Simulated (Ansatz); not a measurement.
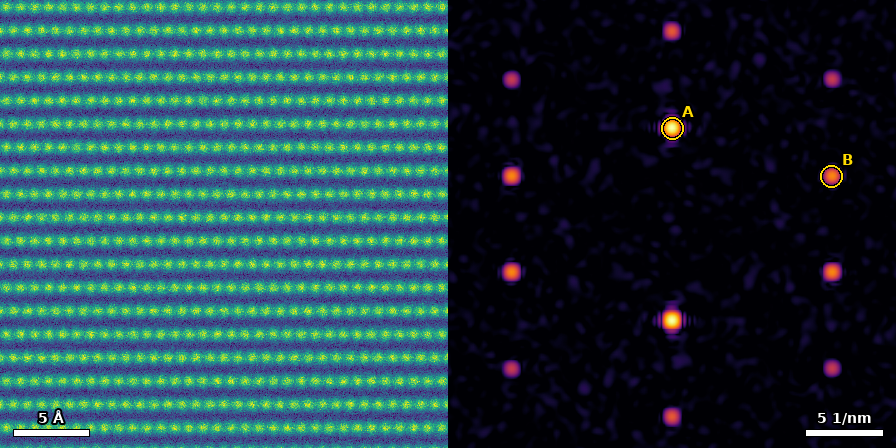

iDPC-like image of a crystal. Simulated as the projected potential of neutral atoms (B = 0.5 Å²) blurred by a 0.50 Å probe, the thin-sample limit of integrated differential phase contrast. The display is stretched by a gamma of 0.8; percentages refer to the linear signal. Shot noise was added.

The right panel is the modulus of the image's Fourier transform on a logarithmic scale.

Question: Which lattice spacings do the marked spots stand for, and what angle do A and B enclose?

Answer: A: 1.6 Å, B: 0.9 Å; A and B enclose about 73°.

The crystal is Co (I4_1/amd, No. 141) along [112]; the spots are (2 -2 0) and (-1 -3 2). Structure: the end point of a relaxation with DFT PBEsol, scalar-relativistic, plane waves, PAW (Ansatz); the starting structure was generated, so it need not be a known form of this composition.
